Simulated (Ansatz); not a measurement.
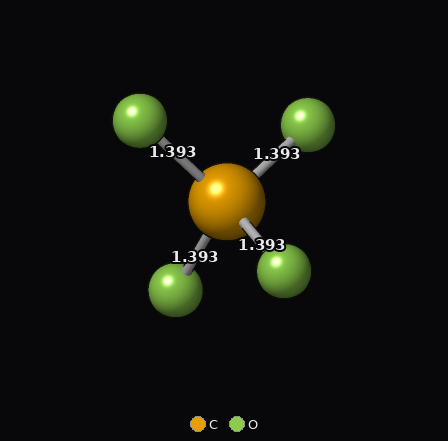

The surroundings of site C1 (at 0.000, 0.000, 0.000) in CO2 (I-42d, No. 122), with bond lengths in Å.

Origin of the cell: the geometry relaxed with DFT, PBEsol, plane waves, PAW (Ansatz 0.2.0).

```
CELL_PARAMETERS angstrom
3.91893 0.00000 0.00000
0.00000 3.91893 0.00000
0.00000 0.00000 5.93451
ATOMIC_POSITIONS crystal
C 0.00000 0.00000 0.00000
C 0.00000 0.50000 0.25000
O 0.16721 0.25000 0.12500
O 0.75000 0.33279 0.37500
O 0.83279 0.75000 0.12500
O 0.25000 0.66721 0.37500
C 0.50000 0.50000 0.50000
C 0.50000 0.00000 0.75000
O 0.66721 0.75000 0.62500
O 0.25000 0.83279 0.87500
O 0.33279 0.25000 0.62500
O 0.75000 0.16721 0.87500
```

Bond valence s = exp((R0 − d)/b), R0 fitted to published crystal structures with b = 0.37 Å; R0 in Å: C4+–O 1.387.

### Calculate the bond-valence sum of C1 from the bonds drawn.

4 × 0.984 = 3.94 v.u., against a formal valence of 4: a close match.

### And over the whole structure?

```
site              x, y, z  formal valence  bond-valence sum  difference
  C1  0.000, 0.000, 0.000              +4              4.11        0.11
  O1  0.167, 0.250, 0.125              −2              2.06        0.06
```

These sums include all anions within 5 Å. The global instability index (root mean square of the differences over all atoms) is 0.08 v.u.: little strain.
